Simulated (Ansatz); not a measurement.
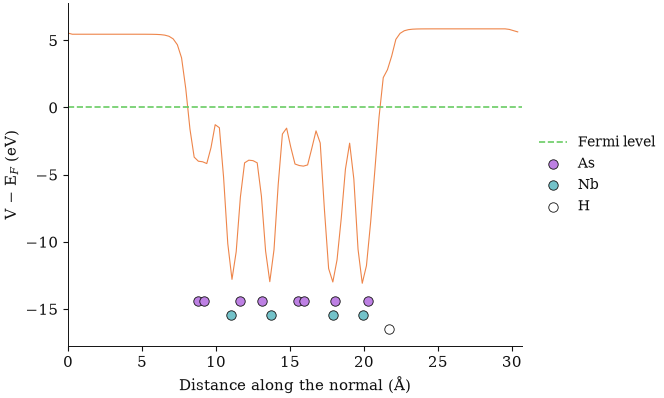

Plane-averaged electrostatic potential energy of an electron across the slab; circles at the bottom mark the heights of the atoms (positions after relaxation).

The Ansatz input:

```
crystal:
  lattice:
    - [3.3614136302, 0.0, 0.0]
    - [-1.6807068151, 4.6665806838, 0.0]
    - [0.0, 0.0, 30.6760351336]
  atoms:
    - { symbol: As, position: [0.3339346666, 0.6678693332, 0.2770892641] }
    - { symbol: As, position: [0.074675299, 0.1493505979, 0.2895837578] }
    - { symbol: Nb, position: [0.4855068744, 0.9710137487, 0.3505418126] }
    - { symbol: As, position: [0.7695803228, 0.5391606456, 0.369838955] }
    - { symbol: As, position: [0.0476396083, 0.0952792166, 0.4176250932] }
    - { symbol: Nb, position: [0.3317130568, 0.6634261135, 0.4369222357] }
    - { symbol: As, position: [0.7390745614, 0.4786142639, 0.4969779647] }
    - { symbol: As, position: [0.4769015115, 0.9533595851, 0.511226258] }
    - { symbol: Nb, position: [0.8992989625, 0.7976477425, 0.5742140691] }
    - { symbol: As, position: [0.175228792, 0.3497210158, 0.5762781104] }
    - { symbol: As, position: [0.3469636315, 0.6927284653, 0.6487542775] }
    - { symbol: Nb, position: [0.6202537262, 0.2402714854, 0.6366796194] }
    - { symbol: H, position: [0.7713936631, 0.541909472, 0.6807010397] }
basis:
  ecutwfc: 420
kpoints:
  mp_grid: { grid: [9, 6, 1] }
hamiltonian:
  xc: pbesol
scf:
  occupations: { method: gaussian, width: 0.1 }
output:
  forces: true
  eigenvalues: true
  write_density: true
  write_potential: true
  elf: true
  volumetric_format: npy
relax:
  adjacent_minimum: "off"
  f_tol: 0.03
  max_steps: 70
  constraints: [{ sites: [0, 1, 2, 3, 4, 5] }]
efield:
  axis: 3
  dipole_correction: true
  ramp_width: 0.04
```

Command:
```bash
ansatz run input.yaml --threads 4 --pin off --max-ram 10240MiB --backend cpu --events-out ev --progress --plain --runs-dir out
```

### Read off the work function of each face.

The work function is 5.85 eV at the right face and 5.45 eV at the left.

### How thick are slab and vacuum?

The outermost atoms are 12.9 Å apart, which leaves 17.8 Å of vacuum in a cell 30.7 Å high.

### Do the two faces differ, and what does that say about the slab's dipole?

The vacuum levels differ by 0.40 eV, so the slab carries a dipole along its normal. Some atoms were held fixed in the relaxation, which can itself make the faces differ.
